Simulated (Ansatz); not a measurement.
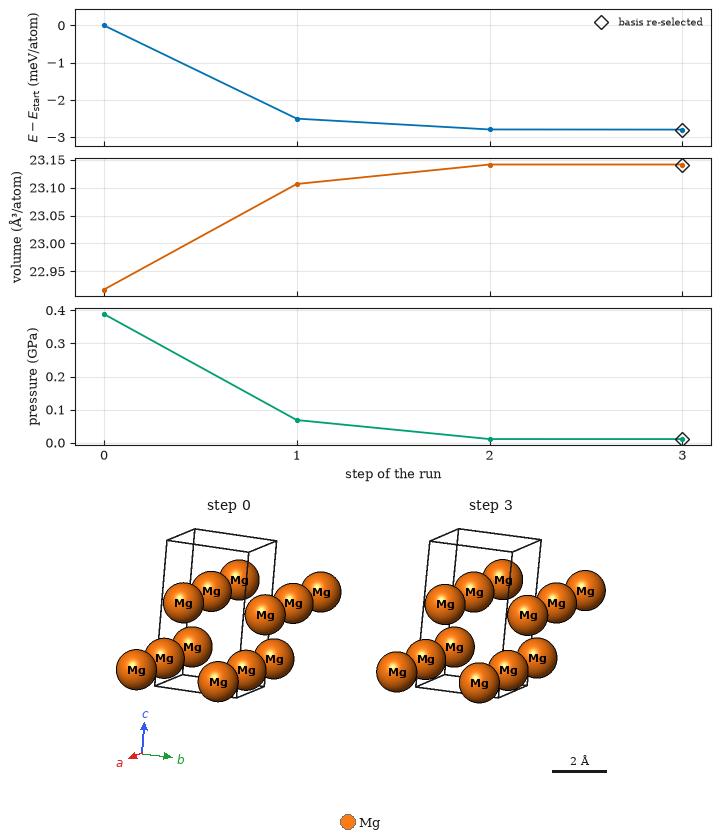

First and last geometry of a relaxation of solid Mg (set up in C2/m), with the history of the run. The picture is a spheres-only view of the reduced cell, repeated 3 × 2 × 1 with one cell outlined, seen slightly off an axis. Lengths and directions refer to the drawn axes.

Case: 4 of 4 Li taken out, relaxed.

Method: DFT PBE, scalar-relativistic, plane waves, PAW (Ansatz 0.2.0).

Input file:
```yaml
crystal:
  lattice:
    - [2.7319526973, -1.6016013906, -0.0708275387]
    - [2.7319526973, 1.6016013906, -0.0708275387]
    - [-1.9131838321, 0.0, 5.2872908207]
  atoms:
    - { symbol: Mg, position: [0.7499905315, 0.2500094685, 0.75] }
    - { symbol: Mg, position: [0.2500094685, 0.7499905315, 0.25] }
basis:
  ecutwfc: 420
kpoints:
  mp_grid: { grid: [14, 14, 8] }
hamiltonian:
  xc: pbe
scf:
  occupations: { method: gaussian, width: 0.1 }
output:
  forces: true
  stress: true
  eigenvalues: true
relax:
  adjacent_minimum: "off"
  f_tol: 0.025
  max_steps: 70
  cell: { stress_tol: 0.12 }
```

Launched with:
```bash
ansatz run input.yaml --threads 2 --pin off --max-ram 5120MiB --backend cpu --events-out ev --progress --plain --runs-dir out
```

**Read the history and describe the run.**

It converged. No atom moves by more than 0.005 Å relative to the cell. The volume changes by +1.0 %, with a = b 3.168 → 3.196 Å (+0.9 %), c 5.518 → 5.534 Å (+0.3 %), α 92.3° → 90.7°, β 104.7° → 106.1°, γ 119.3° → 120.0°. Some distances before and after: Mg1–Mg2 3.126 → 3.178 Å, Mg1–Mg1 3.168 → 3.196 Å, Mg1–Mg2 (another image) 3.236 → 3.213 Å, Mg1–Mg1 (another image) 3.203 → 3.197 Å. The space group stays C2/m (No. 12). The energy falls by 2.8 meV per atom in 2 accepted moves (3 points after the start). The pressure goes from 0.39 to 0.01 GPa. At 1 point the geometry stayed and the basis and grid were re-selected for the new cell (energy shift of less than 0.05 meV per atom at most each time). The run took 24 s on 2 threads of Arm Neoverse V1, with other jobs on the host, peak memory 0.51 GiB.
